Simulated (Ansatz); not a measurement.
Take the following structure.

```yaml
crystal:
  lattice:
    - [4.59525, 0.00000, 0.00000]
    - [0.00000, 4.77507, 0.00000]
    - [-0.01811, 0.00000, 3.32612]
  atoms:
    - { symbol: Ti, position: [0.98053, 0.00000, 0.96169] }
    - { symbol: Al, position: [0.51947, 0.00000, 0.53831] }
    - { symbol: Ti, position: [0.48053, 0.50000, 0.96169] }
    - { symbol: Al, position: [0.01947, 0.50000, 0.53831] }
```

Before looking at a picture, describe the arrangement of atoms.

Answer. The solid is TiAl. Space group: Cm (No. 8). Lattice: base-centred monoclinic. The cell has 4 atoms, namely 2 Ti, 2 Al. The numbers of neighbours within bonding distance are Ti 5 and Al 5. Not all metal-metal contacts are counted.

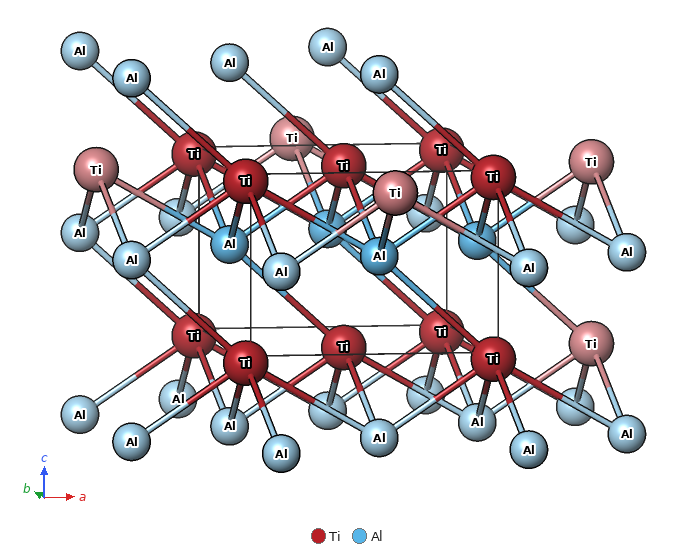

We look at a ball-and-stick model of the crystal slightly off an axis. Atoms at the boundary of the conventional unit cell (the box) are drawn once for each face, edge or corner they touch. Bonded neighbours in the next cells are drawn too, in fainter colours.

The structure was taken from a structure listed in the Materials Project. The cell was then strained or its atoms displaced on purpose. A calculation with Ansatz used it as input.

At this level of theory the cell isn't at rest (stretched, at -7 GPa and forces up to 1.2 eV/Å), so its distances can differ from those at equilibrium, the more so the softer the solid.
